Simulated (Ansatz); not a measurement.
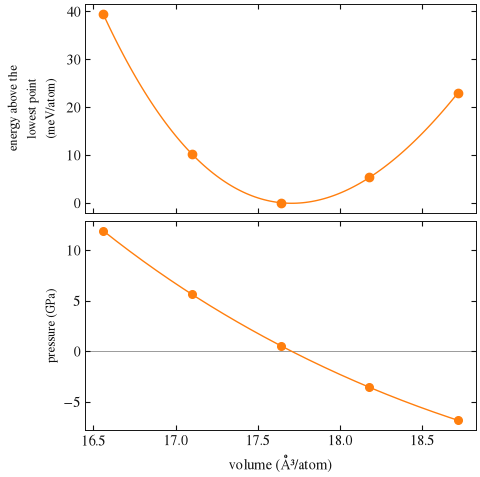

The picture above shows the energy above the lowest point and pressure against volume for Au, space group Fm-3m (No. 225) (one of a set of cubic test structures, which need not be the stable phase).

Calculation (Ansatz 0.2.0 development build): equation of state of a cubic crystal from periodic Kohn-Sham density functional theory without spin, third-order Birch-Murnaghan fit to the free energies; pressure corrected for the finite basis. Level: HSE06, no spin-orbit coupling.

structure type fcc; atoms in cell 1; space group number 225; lattice centring face-centred primitive; k mesh 6×6×6; occupation method Fermi–Dirac; occupation width 0.1 eV; wave cutoff 420 eV; datasets soft-1 PAW; density tolerance 0 eV; bands 14; density cutoff ratio 4; search for lower states default; exchange singularity Wigner-Seitz.

Question: How stiff is the solid, and where is its volume at rest?

Answer: A third-order Birch–Murnaghan fit gives V0 = 17.71 Å³/atom, B0 = 146 GPa and B′ = 6.0.

Question: How does the pressure vary with volume?

Answer: It falls from 11.9 GPa at volume 16.56 Å³/atom to −6.8 GPa at 18.72 Å³/atom, and changes sign near 17.71 Å³/atom.

Note: coarse k-mesh, values are not converged in k.
